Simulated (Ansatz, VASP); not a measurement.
## CdF2 (random fluorite-type alloy of CaF2 and CdF2) in two plane-wave programs

One calculation is typed for both programs; each brings its own data sets and cutoff. How far apart do they land? The cell is taken from a series of runs on this material, whose earlier steps may have relaxed or scaled it; both programs get it as it stands.

Main program and level: Ansatz 0.2.0; plane waves, with VASP 6.6.1 beside it; single point at PBE.

## 1. The structure

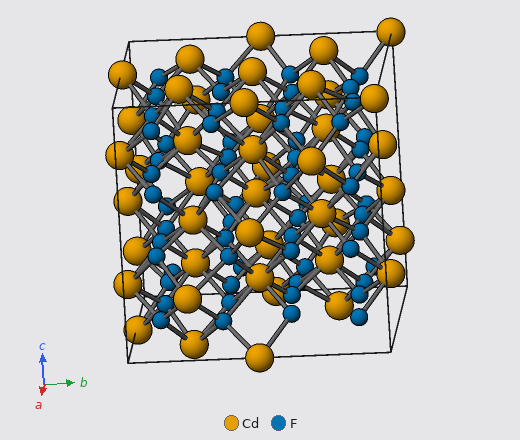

Start, viewed slightly off an axis; cadmium orange, fluorine blue. Some periodic images of atoms are drawn too.

The cell holds 96 atoms: 32 Cd and 64 F. Its edges and angles: a = 10.780 Å, b = 10.780 Å, c = 10.780 Å, α = 90.0°, β = 90.0°, γ = 90.0°. It derives from CaF2 (fluorite-type), repeated 2×2×2. As first built, before any earlier steps moved the atoms: fluorite-type CaF2, 2 x 2 x 2 conventional cells, 32 of 32 Ca sites given to Cd at random (x = 1.000), lattice by Vegard's rule (a = 5.39 A); every coordinate displaced by a Gaussian of 0.09 A.

## 2. Ansatz: single point, PBE

Ansatz runs on its default PAW (the set named soft_2) files.

With cell and atoms fixed, the geometry can't cause a difference; cores, projectors, grids and the points listed under the comparison can.

Contents of input.yaml:

```yaml
crystal:
  lattice:
    - [10.78, 0.0, 0.0]
    - [0.0, 10.78, 0.0]
    - [0.0, 0.0, 10.78]
  atoms:
    - { symbol: Cd, position: [0.99781, 0.99574, 0.99429] }
    - { symbol: F, position: [0.12144, 0.12202, 0.12145] }
    - { symbol: F, position: [0.36884, 0.37628, 0.37202] }
    - { symbol: Cd, position: [0.99097, 0.24024, 0.23866] }
    - { symbol: F, position: [0.14034, 0.37777, 0.38034] }
    - { symbol: F, position: [0.36464, 0.12429, 0.14691] }
    - { symbol: Cd, position: [0.25047, 0.00273, 0.24389] }
    - { symbol: F, position: [0.39056, 0.12814, 0.36235] }
    - { symbol: F, position: [0.12027, 0.3863, 0.12996] }
    - { symbol: Cd, position: [0.25605, 0.24723, 0.9873] }
    - { symbol: F, position: [0.3676, 0.36015, 0.12774] }
    - { symbol: F, position: [0.11472, 0.1148, 0.37956] }
    - { symbol: Cd, position: [0.00583, 0.01066, 0.50084] }
    - { symbol: F, position: [0.13192, 0.12793, 0.62751] }
    - { symbol: F, position: [0.36171, 0.36511, 0.88165] }
    - { symbol: Cd, position: [0.00695, 0.24073, 0.76373] }
    - { symbol: F, position: [0.11566, 0.36641, 0.87479] }
    - { symbol: F, position: [0.37133, 0.11466, 0.62486] }
    - { symbol: Cd, position: [0.24949, 0.01216, 0.75581] }
    - { symbol: F, position: [0.3798, 0.11981, 0.87976] }
    - { symbol: F, position: [0.13236, 0.37534, 0.62427] }
    - { symbol: Cd, position: [0.24362, 0.2547, 0.50407] }
    - { symbol: F, position: [0.36784, 0.37837, 0.62573] }
    - { symbol: F, position: [0.12788, 0.11563, 0.88754] }
    - { symbol: Cd, position: [0.99983, 0.50108, 0.99977] }
    - { symbol: F, position: [0.13435, 0.62657, 0.12432] }
    - { symbol: F, position: [0.36592, 0.87569, 0.38029] }
    - { symbol: Cd, position: [0.00981, 0.74142, 0.2612] }
    - { symbol: F, position: [0.12274, 0.87316, 0.35753] }
    - { symbol: F, position: [0.36538, 0.61154, 0.12312] }
[... 60 atom lines left out ...]
    - { symbol: Cd, position: [0.75953, 0.50503, 0.75307] }
    - { symbol: F, position: [0.86928, 0.62685, 0.88038] }
    - { symbol: F, position: [0.62567, 0.88567, 0.61237] }
    - { symbol: Cd, position: [0.7546, 0.7508, 0.49054] }
    - { symbol: F, position: [0.87033, 0.87527, 0.62237] }
    - { symbol: F, position: [0.62965, 0.6192, 0.87473] }
kpoints:
  mp_grid: { grid: [1, 1, 1] }
hamiltonian:
  xc: pbe
scf:
  occupations: { method: gaussian, width: 0.05 }
output:
  forces: true
  stress: true
  populations: true
  dos:
    method: { smearing: { sigma: 0.08 } }
    de: 0.1
    projected: { site_lists: { Cd: [Cd], F: [F] } }
  eigenvalues: true
  write_density: true
  write_potential: true
  volumetric_format: npy
```

Started as:

```
$ ansatz run input.yaml --threads 4 --pin off --max-ram 8192MiB --backend cpu --events-out ev --progress --plain --runs-dir out
```

Numbers of over 12 decimals in the logs are rounded to 6 here.

The log of the run:

```text
Engine: ansatz 0.2.0, aarch64-unknown-linux-gnu
Pseudopotentials: kind: paw
Pseudopotential: Cd, paw, valence charge 20, recommended cutoff 420 eV (normal), Cd.paw.azcp
Pseudopotential: F, paw, valence charge 7, recommended cutoff 420 eV (normal), F.paw.azcp
Functional definition: PBE
  parameter kappa = 0.804
  parameter beta = 0.066725
  exchange = pbe_x(kappa = kappa, mu = beta*pi^2/3)
  correlation = pbe_c(beta = beta)
Crystal: 96 atoms, lattice volume = 1252.727 Å³
Basis set: ecut = 420 eV, 24405 PW (Γ), exchange–correlation on 150×150×150 points (8 copies of the dense FFT grid, shifted against one another)
Bands: 653, of which v1, the nominal top of the filled ones, is band 544 counted from 1 (543 counted from 0)
Symmetry: 1 space group operations
Space group: P1 (ITA 1), of the structure as read, at distance tolerance 1.1e-4 Å
k-points: 1
Non-local potential: Cd, projectors of the file, l = 0: 3, l = 1: 2, l = 2: 2, l = 3: 1
Non-local potential: F, projectors of the file, l = 0: 2, l = 1: 2, l = 2: 1
PAW form: soft (Blöchl's): semilocal exchange-correlation on the pseudo side does not see the compensation charge
PAW one-centre angular grid: Cd, 590 points (default); XC on 64 Gauss nodes
PAW one-centre angular grid: F, 110 points (default); XC on 64 Gauss nodes
Initial density: superposition of atomic densities (neutral atoms: chi_scale 0, normalization atom), corrected by the library's trained network
Initial wavefunctions: pseudopotential atomic-orbital guess
Functional: x = pbe(κ = 0.804, μ = 0.219515), c = pbe(β = 0.066725)
SCF iter   1: F=—  HF=-315899.387157 eV  |F-HF|=—  |Δ(HF+E_count)|=         —  Δρ=1.66e-3  dr2=2.80e-2  ethr=1.77e-3  ⟨swp⟩=5.0  Hψ=2142  notcnv=0  defer=45
preconditioner: auto → Resta (q_TF=auto, 2.665 Å⁻¹)  ε∞=4.6  [insulator: Δε(μ)=2.292 eV  Ē_g=15.921 eV  σ=0.050 eV  W_gap=1.00  n_scr=388 (ndim 8)  ℏωp=30.3 eV  f_vac=0.138  D(μ)=0.00/eV (n_scr^D=0)  ε∞_Penn≈4.6]
SCF iter   2: F=—  HF=-315899.400460 eV  |F-HF|=—  |Δ(HF+E_count)|=   1.33e-2  Δρ=7.24e-4  dr2=6.58e-3  ethr=2.57e-6  ⟨swp⟩=2.0  Hψ=1167  notcnv=0  defer=100
SCF iter   3: F=—  HF=-315899.402365 eV  |F-HF|=—  |Δ(HF+E_count)|=   1.90e-3  Δρ=3.11e-4  dr2=2.20e-3  ethr=6.05e-7  ⟨swp⟩=2.0  Hψ=904  notcnv=0  defer=100
SCF iter   4: F=—  HF=-315899.402237 eV  |F-HF|=—  |Δ(HF+E_count)|=   1.28e-4  Δρ=8.97e-5  dr2=1.63e-4  ethr=2.03e-7  ⟨swp⟩=2.0  Hψ=748  notcnv=0  defer=100
SCF iter   5: F=—  HF=-315899.402567 eV  |F-HF|=—  |Δ(HF+E_count)|=   3.30e-4  Δρ=6.37e-5  dr2=3.50e-5  ethr=1.50e-8  ⟨swp⟩=2.0  Hψ=954  notcnv=0  defer=100
SCF iter   6: F=—  HF=-315899.398469 eV  |F-HF|=—  |Δ(HF+E_count)|=   4.10e-3  Δρ=2.47e-5  dr2=5.84e-6  ethr=3.22e-9  ⟨swp⟩=2.0  Hψ=967  notcnv=0  defer=100
SCF iter   7: F=—  HF=-315899.398472 eV  |F-HF|=—  |Δ(HF+E_count)|=   2.70e-6  Δρ=8.04e-6  dr2=7.19e-7  ethr=5.37e-10  ⟨swp⟩=2.0  Hψ=970  notcnv=0  defer=100
SCF iter   8: F=—  HF=-315899.398473 eV  |F-HF|=—  |Δ(HF+E_count)|=   1.05e-6  Δρ=4.89e-6  dr2=1.97e-7  ethr=6.61e-11  ⟨swp⟩=2.0  Hψ=970  notcnv=0  defer=100
SCF iter   9: F=-315899.398473 eV  HF=-315899.398473 eV  |F-HF|=1.18e-8  |Δ(HF+E_count)|=   3.73e-8  Δρ=1.76e-6  dr2=2.49e-8  ethr=9.19e-12  ⟨swp⟩=15.0  Hψ=4680  notcnv=0
SCF 1 converged in 9 iterations: F = -315899.398473 eV  dr2 = 2.49e-8
  greatest PAW one-centre occupation: 1.001 electrons in one spin orbital (limit 2), on the Cd atom at site 78 (counted from 0), in its partial waves of l = 1
SCF converged after 9 iterations
Free energy (F): -315899.398473 eV
Harris-Foulkes:  -315899.398473 eV  (|F-HF|=1.18e-8)
Internal energy: -315899.398473 eV  (E = F + TS)
E sigma→0 (E₀):  -315899.398473 eV
Fermi energy:    8.352647 eV
--- Per-component energies (eV) ---
  E_band       = -15396.922404
  E_kinetic    = 29434.434666
  E_local      = -137053.125449  (includes V_loc(G=0)·N_el)
  E_nonlocal   = 5900.615700
  E_hartree    = 60813.190457
  E_xc         = -10737.572147
  E_vxc        = -13604.950368  (∫ρ·V_xc dr)
  E_paw        = -143618.275648  (= ΣΔE_a)
  E_vpaw       = -21700.401678  (= ΣTr[D̂ρ^β])
  E_aug_tail   = 0.132057  (compensation charges beyond the density's cutoff)
  E_ewald      = -120638.798108
  E_smearing   = -0.000000  (= −TS)
  E_closure    = 0.000000  (closes the sum)
  Σ components = -315899.398473   (vs F -315899.398473, Δ=0.00e0)
--- Forces (eV/Å), atoms counted from 1 ---
  atom   1  Cd    -0.03953701    -0.01652381     0.30965442
  atom   2  F      0.04022233     0.73509323     0.12191211
  atom   3  F      0.52838385     0.08553023     0.50038892
  atom   4  Cd     1.05153715     0.99326195     0.78441134
  atom   5  F     -1.13624383     0.04232977    -0.37920058
  atom   6  F      0.59491027    -0.12704120    -2.27391402
  atom   7  Cd    -0.87375704    -0.73725333     0.87776657
  atom   8  F     -1.90942033    -0.98824053     2.15739722
[...]
max |Σ_I F_I| component: 7.42e-5 eV/Å
--- Stress (GPa, compression-positive) ---
        9.017400       0.220278      -0.115059
        0.220278       9.009848      -0.726465
       -0.115059      -0.726465       8.658068
  P = ⅓ Tr σ = 8.8951 GPa (88.951 kbar)
--- Band table (eV) ---
  k-point 0: bands = [... 540 lower, 6.9059, 6.9713, 7.0277, 7.2621, 9.4432, 11.3238, 11.4534, 11.5968, ... 105 higher]
--- Löwdin populations: 96 sites ---
  site symbol       q [e]
     0     Cd     18.4442
     1      F      7.7112
     2      F      7.7085
     3     Cd     18.4512
     4      F      7.7032
     5      F      7.7039
     6     Cd     18.4443
     7      F      7.7128
     8      F      7.7114
     9     Cd     18.4430
    10      F      7.7106
    11      F      7.7063
    12     Cd     18.4476
    13      F      7.7081
    14      F      7.7095
    15     Cd     18.4455
    16      F      7.7120
    17      F      7.7050
    18     Cd     18.4443
    19      F      7.7051
    20      F      7.7113
    21     Cd     18.4479
    22      F      7.7061
    23      F      7.7002
[...]
88      F      7.7064
    89      F      7.6999
    90     Cd     18.4627
    91      F      7.7053
    92      F      7.7048
    93     Cd     18.4258
    94      F      7.7029
    95      F      7.7034
  spilling = 0.004051 (of n_electrons = 1088.000000)
```

## 3. VASP: single point, PBE

The same cell, functional, mesh and smearing now go to VASP, with its own data sets and cutoff.

Lines of VASP's logs that name or quote its potential files are left out, and so is its time.

Contents of INCAR:

```
SYSTEM = CdF2
PREC = Accurate
ENCUT = 520
EDIFF = 1E-05
NELM = 100
ISMEAR = 0
SIGMA = 0.05
LREAL = Auto
ALGO = Fast
GGA = PE
NBANDS = 483
LORBIT = 11
LWAVE = .FALSE.
LCHARG = .FALSE.
ISIF = 2
```

Contents of POSCAR:

```
CdF2
1.0
   10.7800000000      0.0000000000      0.0000000000
    0.0000000000     10.7800000000      0.0000000000
    0.0000000000      0.0000000000     10.7800000000
Cd F
32 64
Direct
    0.9978100000      0.9957400000      0.9942900000
    0.9909700000      0.2402400000      0.2386600000
    0.2504700000      0.0027300000      0.2438900000
    0.2560500000      0.2472300000      0.9873000000
    0.0058300000      0.0106600000      0.5008400000
    0.0069500000      0.2407300000      0.7637300000
    0.2494900000      0.0121600000      0.7558100000
    0.2436200000      0.2547000000      0.5040700000
    0.9998300000      0.5010800000      0.9997700000
    0.0098100000      0.7414200000      0.2612000000
    0.2446400000      0.5050600000      0.2459000000
    0.2577700000      0.7570400000      0.9998500000
    0.0028600000      0.4924700000      0.4911800000
    0.9978600000      0.7431600000      0.7596400000
    0.2497700000      0.5007500000      0.7418900000
    0.2538000000      0.7557800000      0.4945600000
    0.4966800000      0.0066500000      0.9986700000
    0.4996300000      0.2405000000      0.2528200000
    0.7438300000      0.9980600000      0.2420500000
    0.7497100000      0.2364200000      0.9984400000
    0.4961400000      0.9981000000      0.5035300000
    0.5078000000      0.2394700000      0.7340200000
    0.7469900000      0.9972800000      0.7483200000
    0.7484600000      0.2603200000      0.4843400000
    0.5032600000      0.5006000000      0.9919800000
    0.5015900000      0.7496300000      0.2423100000
    0.7403700000      0.4997900000      0.2461800000
    0.7483700000      0.7409600000      0.9950900000
    0.4964600000      0.4867500000      0.5152100000
    0.4910600000      0.7667300000      0.7561000000
[... 60 atom lines left out ...]
    0.6226800000      0.8846400000      0.8885500000
    0.8766400000      0.6165300000      0.6119500000
    0.8692800000      0.6268500000      0.8803800000
    0.6256700000      0.8856700000      0.6123700000
    0.8703300000      0.8752700000      0.6223700000
    0.6296500000      0.6192000000      0.8747300000
```

Contents of KPOINTS:

```
Automatic mesh
0
Gamma
1 1 1
0 0 0
```

The projector-augmented-wave data sets are Cd and F (PBE family, release 64).

Started as:

```
$ export OMP_NUM_THREADS=5
$ mpirun -np 1 vasp_gam
```

The log of the run:

```text
[banner, memory and clock lines left out]
running    1 mpi-ranks, on    1 nodes
[...]
Offloading initialized ...    1 GPUs detected
[...]
LDA part: xc-table for (Slater+PW92), standard interpolation
 POSCAR, INCAR and KPOINTS ok, starting setup
[...]
entering main loop
       N       E                     dE             d eps       ncg     rms          rms(c)
DAV:   1     0.121446873386E+05    0.12145E+05   -0.51804E+05   966   0.191E+03
DAV:   2     0.990509360652E+03   -0.11154E+05   -0.10400E+05  1126   0.565E+02
DAV:   3    -0.348991886183E+03   -0.13395E+04   -0.13118E+04  1041   0.205E+02
DAV:   4    -0.394869103933E+03   -0.45877E+02   -0.45576E+02  1044   0.410E+01
[...]
RMM:  14    -0.338116328414E+03   -0.12781E-04   -0.50260E-04  1073   0.248E-02    0.287E-02
RMM:  15    -0.338116339944E+03   -0.11530E-04   -0.12863E-04   902   0.128E-02    0.164E-02
RMM:  16    -0.338116343798E+03   -0.38545E-05   -0.24900E-05   738   0.595E-03
   1 F= -.33811634E+03 E0= -.33811634E+03  d E =-.202483E-10
```

OUTCAR, selected parts (step 3):

```text
  FREE ENERGIE OF THE ION-ELECTRON SYSTEM (eV)
  ---------------------------------------------------
  free  energy   TOTEN  =      -338.1163437984 eV

  energy  without entropy=     -338.1163437983  energy(sigma->0) =     -338.11634380
```

The run ends at a pressure of 9.81 GPa, with forces up to 5.7 eV/Å.

## 4. Comparison

Known differences besides the PAW data sets themselves: the data sets hold 1088 valence electrons in Ansatz (default PAW (the set named soft_2) files) and 832 in VASP; the cutoff is 420 eV in Ansatz and 520 eV in VASP (PREC = Accurate, projectors in real space); VASP leaves aspherical gradient terms in its spheres out (LASPH is not set), Ansatz keeps them. Total energies have different zeros and are not compared.

Both answers:

| quantity | Ansatz | VASP | difference |
| --- | --- | --- | --- |
| pressure (GPa) | 8.90 | 9.81 | -0.92 |
| gap on the k mesh (eV) | 2.181 | 2.140 | +0.041 |

Forces on 10 of the 96 atoms, picked by the larger force of the two programs (eV/Å; atoms numbered as in POSCAR):

| atom | Ansatz x, y, z | VASP x, y, z |
| --- | --- | --- |
| Cd4 | -1.222, -0.232, 2.228 | -1.332, -0.311, 2.367 |
| Cd10 | -3.465, 2.205, -3.270 | -3.749, 2.392, -3.606 |
| Cd12 | -2.085, -1.364, -0.071 | -2.242, -1.482, -0.095 |
| Cd18 | 0.066, 2.232, -0.970 | 0.117, 2.420, -1.083 |
| Cd30 | 1.522, -1.008, -1.602 | 1.689, -1.084, -1.677 |
| F37 | -1.909, -0.988, 2.157 | -2.015, -1.068, 2.262 |
| F42 | 1.399, 1.367, -1.319 | 1.503, 1.465, -1.423 |
| F56 | 2.575, -3.222, 2.631 | 2.814, -3.459, 2.874 |
| F81 | -1.645, 1.578, -2.092 | -1.736, 1.673, -2.213 |
| F82 | 1.580, 1.711, -1.148 | 1.666, 1.807, -1.219 |

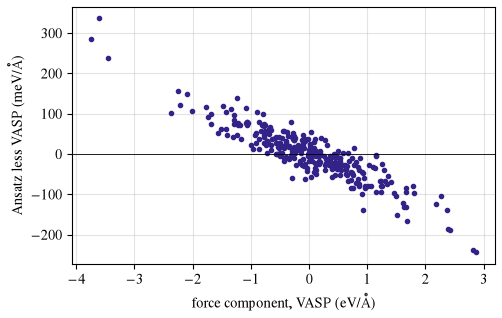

Difference of the force components against their size.

The forces differ by 68 meV/Å r.m.s., which is 7.0 % of the r.m.s. force of 0.97 eV/Å (both taken over all components).

## 5. Further runs

The difference is large enough to ask for its cause, so further runs change the set-up of one program at a time, as the table lists.

| run | r.m.s. force difference (% of the r.m.s. force) |
| --- | --- |
| as above | 7.0 |
| VASP with the data sets Cd_sv_GW and F_GW and a cutoff of 790 eV | 0.96 |
| VASP with the data sets Cd and F_h and a cutoff of 1240 eV | 6.6 |

## 6. What came out

| Quantity | Value |
| --- | --- |
| r.m.s. force difference (single point, PBE) | 7.0 % of the r.m.s. force |
| difference in pressure (single point, PBE) | -0.92 GPa |
| difference in gap on the k mesh (single point, PBE) | 0.041 eV |

**Reading.** The r.m.s. force difference is 7.0 % of the r.m.s. force (single point, PBE), beyond the 3 % picked in this series as the mark of a large difference. For single point, PBE: with VASP with the data sets Cd_sv_GW and F_GW and a cutoff of 790 eV the r.m.s. force difference shrinks in size, from 7.0 to 0.96 % of the r.m.s. force. How closely two codes agree says nothing of how well the functional describes the real material.

[Lines on the potential files, build, host, timing and source positions are cut from VASP's logs without a mark.]

[Logs are printed without paths, hosts, clocks, repeated set-up lines and the standing remarks that a program may print on its own settings, such as how far it seeks lower states.]

[Hosts, paths, dates, database ids (printed as entryN), source tags and the programs' standing remarks are cut or masked in the printed files.]
